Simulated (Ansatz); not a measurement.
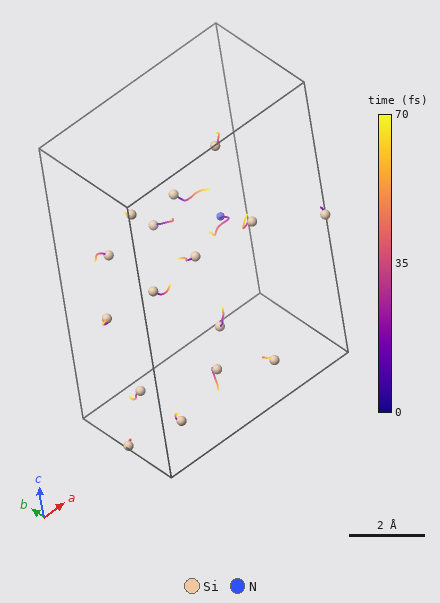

A Born-Oppenheimer molecular dynamics run of Si with an interstitial N (17 atoms in the cell), 70 fs long. It starts from the last geometry of an earlier run, with fresh velocities. Lines trace each atom's path, coloured by time; spheres stand at the starting positions. Seen slightly off an axis in the reduced simulation cell.

Method: Ansatz 0.2.0, DFT PBE, scalar-relativistic, plane waves, PAW. Settings: plane-wave cutoff 420 eV; k-point mesh 2 × 2 × 2; Fermi-Dirac smearing 0.002 eV; spin collinear; low-accuracy preset; Langevin thermostat (NVT); set temperature 2100 K; time step 1 fs; friction 0.005 per fs.

How do the atoms move?

Root-mean-square distances from the starting positions over the second half, with the common drift of all atoms taken out: N 0.62 Å, Si 0.44 Å. The run lasts only 70 fs, too short to tell vibration from diffusion. Bond changes: one Si–Si bond breaks at about 69 fs. Over the second half the temperature averages 1513 K (spread ±184 K). The potential energy is still drifting at the end, so the run hasn't reached equilibrium. The potential energy in the second half lies on average 14.3 meV per atom above the first frame. The smearing is very narrow for so coarse a k-point mesh, which makes the forces of a metal noisy.

Limits of the set-up: the k-point mesh is coarse for a cell with partly filled bands; the program's low-accuracy preset was used; the periodic images lie only 7.7 Å apart, so the values are limited by the cell's size.

Cost: 26 min on 1 thread of Arm Neoverse V1, on a shared host, peak memory 0.92 GiB.

PAW datasets: the set soft_1.
